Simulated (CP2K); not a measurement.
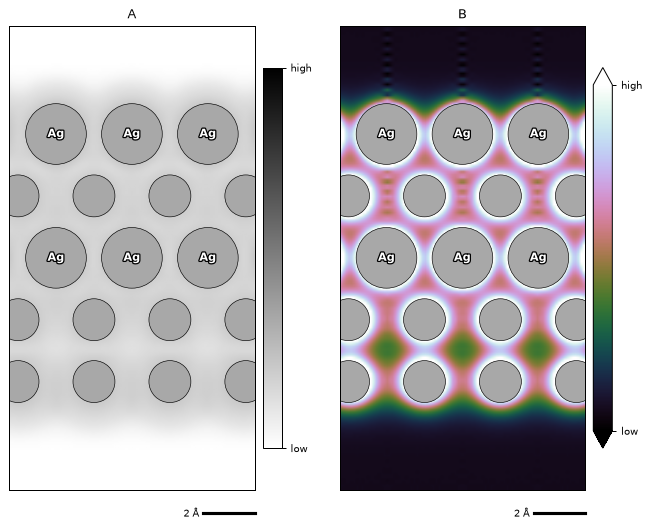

Ag (slab): 2 fields on the (11̄0) plane of the calculation cell, a cut from vacuum to vacuum, with unlabelled colour scales. Grey discs cover the atomic cores.

Level of theory: Kohn-Sham DFT of a periodic cell, PBE, GTH-PBE with UZH-TZVP basis in CP2K.

Match the panels to the quantities (electron localisation function and valence pseudo-density).

Answer. Panel A: electron localisation function. Panel B: valence pseudo-density. From the grid: Ag–Ag (2.95 Å): ρ at the midpoint is about 0.19 e/Å³; the ELF is about 0.15 at the midpoint; no shared electron pair shows on this line.
